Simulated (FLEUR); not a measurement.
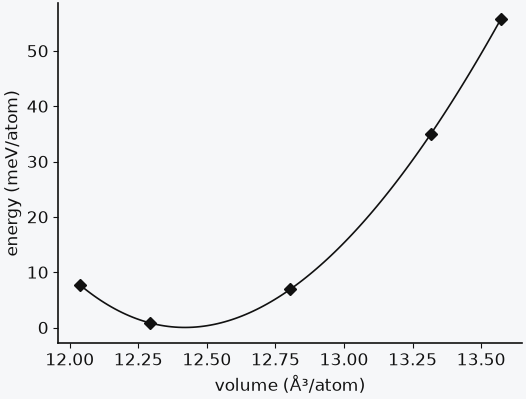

The figure shows the energy against volume.

How it was computed, with FLEUR MaX-R8.1 (later development tree): all-electron LAPW DFT, collinear spins; energies at scaled volumes of the given cell, shape and fractions fixed, counted from the fit's minimum, third-order Birch-Murnaghan fit. Level: SCAN, collinear spin.

**For which of these solids was it computed?**
A. Co, P6_3/mmc (No. 194)
B. CoSi₂, Fm-3m (No. 225)
C. V, Im-3m (No. 229)

B, CoSi₂: energy from 0.83 meV/atom to 55.78 meV/atom, V0 12.42 Å³/atom, B0 197 GPa. The others give: Co, energy from 0.86 meV/atom to 35.96 meV/atom, V0 10.53 Å³/atom, B0 235 GPa; V, energy from 0.36 meV/atom to 82.92 meV/atom, V0 13.25 Å³/atom, B0 190 GPa.

For Co, limits of the calculation: shape and atomic fractions are frozen while scaling, which makes layered, chain and framework solids too stiff.
